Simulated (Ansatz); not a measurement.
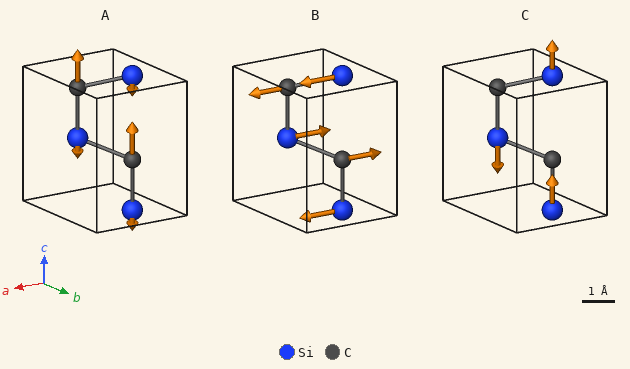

Three optical modes of a crystal of SiC relaxed at 7 GPa at the zone centre, in no order (one member of each degenerate set). Displacements are drawn as orange arrows; their common scale and sign are arbitrary. The picture is a ball-and-stick view of the cell of the calculation, seen from a free direction.

These are results of Ansatz 0.2.0, DFT PBEsol, scalar-relativistic, plane waves, PAW, not measurements. Set-up: plane-wave cutoff 420 eV; k-point mesh 12 × 12 × 6; occupations fixed; target pressure 7 GPa; no spin polarisation.

Frequencies are those without the non-analytic (LO–TO) term.

> Rank the modes by frequency, softest first.

B (252 cm⁻¹), C (607 cm⁻¹), A (787 cm⁻¹). B, E₂: All motion is along a; atoms of one kind move against one another, with no net shift of any sublattice; it mainly bends the C–Si bonds; the kinetic energy is shared as Si 73 %, C 27 %. C, B₁: All motion is along c; atoms of one kind move against one another, with no net shift of any sublattice; it stretches the shortest C–Si bonds (1.88 Å). A, triply degenerate: The C sublattice moves against the Si sublattice, along c; it stretches the shortest C–Si bonds (1.88 Å); the kinetic energy is shared as C 70 %, Si 30 %.
